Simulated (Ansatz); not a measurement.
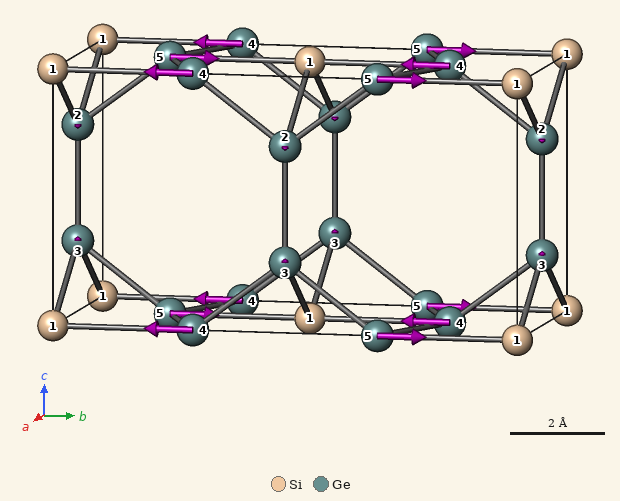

A relaxation of a crystal of SiGe4 (a generated structure, set up in Cmmm). The starting structure is drawn; purple arrows show the displacements (the part carried along by the change of the cell is left out), magnified 10 times.

A ball-and-stick model of the conventional cell (2 times the calculation's cell), seen slightly off an axis. Lengths and directions refer to the drawn axes.

All numbers below come from Ansatz 0.2.0, DFT PBE, scalar-relativistic, plane waves, PAW.

The input:
```yaml
crystal:
  lattice:
    - [2.3664247225, -5.0966560338, 0.0]
    - [2.3664247225, 5.0966560338, 0.0]
    - [0.0, 0.0, 5.5409047983]
  atoms:
    - { symbol: Si, position: [0.0, 0.0, 0.0] }
    - { symbol: Ge, position: [0.5, 0.5, 0.7265539023] }
    - { symbol: Ge, position: [0.5, 0.5, 0.2734460977] }
    - { symbol: Ge, position: [0.6988804106, 0.3011195894, 0.0] }
    - { symbol: Ge, position: [0.3011195894, 0.6988804106, 0.0] }
basis:
  ecutwfc: 420
kpoints:
  mp_grid: { grid: [10, 10, 8] }
hamiltonian:
  xc: pbe
scf:
  occupations: { method: gaussian, width: 0.1 }
output:
  forces: true
  stress: true
  eigenvalues: true
relax:
  adjacent_minimum: "off"
  f_tol: 0.01
  max_steps: 80
  cell: { stress_tol: 0.05 }
```

Launched with:
```bash
ansatz run input.yaml --threads 1 --pin off --max-ram 2560MiB --backend cpu --events-out ev --progress --plain --runs-dir out
```

**Atoms of which element are displaced furthest, and by how much?**

Germanium: up to 0.11 Å, against 0.00 Å for silicon.

**What happened in the run?**

After 7 accepted moves (8 points after the start) the energy has fallen by 13.5 meV per atom. Largest force component: 0.21 eV/Å at the start, 0.0011 eV/Å at the end. Pressure: −0.24 GPa at the start and 0.00 GPa at the end. The SCF was repeated once at an unchanged geometry on a basis and grid sized afresh for the cell, which shifted the energy by 0.1 meV per atom at most. The largest moves relative to the cell, 0.11 Å, are those of Ge4 and Ge5. Ge5 goes along +b. Si stays in place. Cell: a 4.733 → 4.883 Å (+3.2 %), b 10.193 → 9.543 Å (−6.4 %), c 5.541 → 5.562 Å (+0.4 %). Volume −3.0 %. Near-neighbour distances that change, for instance: Si1–Ge4 3.069 → 2.764 Å, Si1–Ge2 2.810 → 2.881 Å, Ge4–Ge5 2.586 → 2.556 Å, Ge2–Ge3 2.511 → 2.500 Å. Among the angles between lasting bonds that change: Ge5–Ge4–Ge5 132.5° → 145.5°, Ge2–Ge4–Ge5 108.8° → 103.6°. The space group stays Cmmm (No. 65).
